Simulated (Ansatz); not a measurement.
## Electronic structure of CoSi₂ in real space

```
Co Si
1.0
     3.99948    0.00000    0.00000
    -1.99974    3.46365    0.00000
     0.00000    0.00000    9.43178
Co Si
2 4
Cartesian
  0.0000 2.3091 0.0000
  1.9998 1.1545 0.0000
  0.0000 0.0000 7.0669
  0.0000 0.0000 2.3648
  0.0000 0.0000 4.7159
  0.0000 0.0000 0.0000
```

Space group P6/mmm; a structure generated by program, which may or may not match a known phase; spin-polarised.

Level of theory: DFT PBE, scalar-relativistic, plane waves, PAW (Ansatz).

In a PAW calculation such maps are meaningful between the atoms, not at the nuclei.

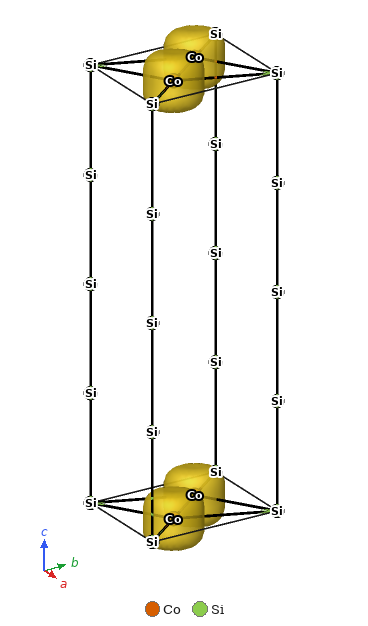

Figure 1. Isosurfaces of the spin density (up minus down) at +0.2 (yellow) and −0.2 e/Å³ (cyan), seen slightly off an axis. Sticks mark near contacts.

### Describe the spin distribution.

The spin density sits on Co: +1.4 μB (×2) in one cell of 6 atoms: parallel moments (a ferromagnetic arrangement) in this solution. The cell of the calculation (6 atoms) carries 2.7 μB of net spin moment. Only one sign reaches the isovalue.

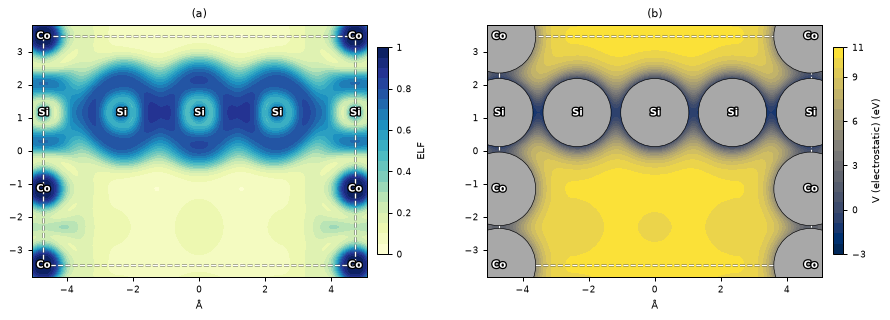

Figure 2. (a) ELF; (b) electrostatic potential (local pseudopotential plus Hartree) felt by an electron on the (110) plane of the conventional cell. Grey discs cover the atomic cores in the potential map.

### What do the fields say about this system?

- Atoms in the plane: Co and Si.
- Co–Si (2.31 Å): the ELF peaks at about 0.70 in the valence shell of Si, 0.9 Å from its nucleus, and is about 0.45 at the midpoint.
- Co–Co (2.31 Å): the ELF is about 0.25 at the midpoint: no shared electron pair shows on this line.
- Si–Si (2.35 Å): the ELF peaks at about 0.85 between the atoms.
- The ELF also peaks beside Si, away from the bonds: non-bonding electrons, paired or unpaired.
- The features right at Co lie inside the PAW spheres, where the map follows smoothed inner orbitals and isn't to be read closely.
- Outside the cores the potential energy rises away from the atoms and is highest about 2.5 Å from the nearest atoms; its zero is arbitrary.

### Does the calculation give a band gap?

It is gapless in this calculation (a metal or semimetal).
